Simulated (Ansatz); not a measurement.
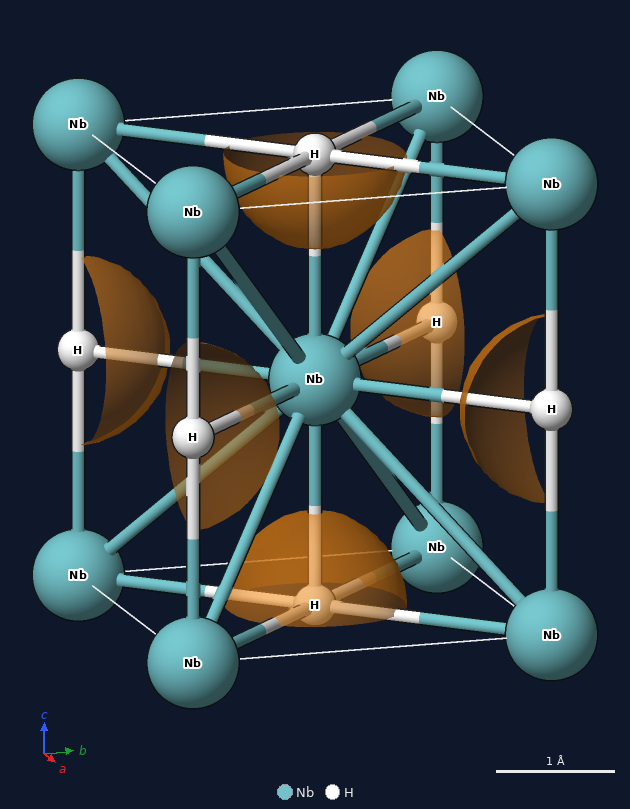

*NbH. Density of the Kohn–Sham states from −10.3 to −5.4 eV about the Fermi level (a separate group of bands), scaled to one electron a cell: orange surface at 0.1 1/Å³, in the conventional cell seen slightly off an axis.*

Space group I4/mmm; the calculation finds a residual pressure of about −3 GPa at this fixed cell. The cell comes from a database of computed structures, not from a measurement.

Level of theory: DFT r2SCAN, scalar-relativistic, plane waves, PAW (Ansatz 0.2.0).

Core electrons are frozen (PAW), so the fields are smoothed inside the atomic spheres.

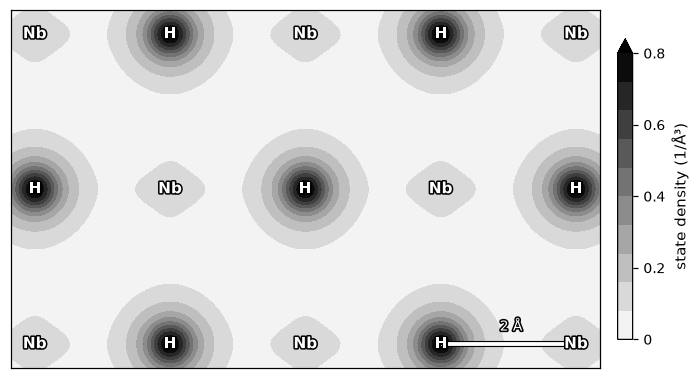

Also shown: a map on the (110) plane of the conventional cell.

**What is the character of these states?**

Projected on a minimal set of atomic orbitals (Löwdin), they are H 1s (50 %), Nb 4d (35 %) and Nb 5s (15 %).
- In space (atomic cells sized by Bader volumes) the density divides as H about 55 % and Nb about 45 %.
- The group holds 2 electrons when full, in the cell of the calculation (2 atoms).
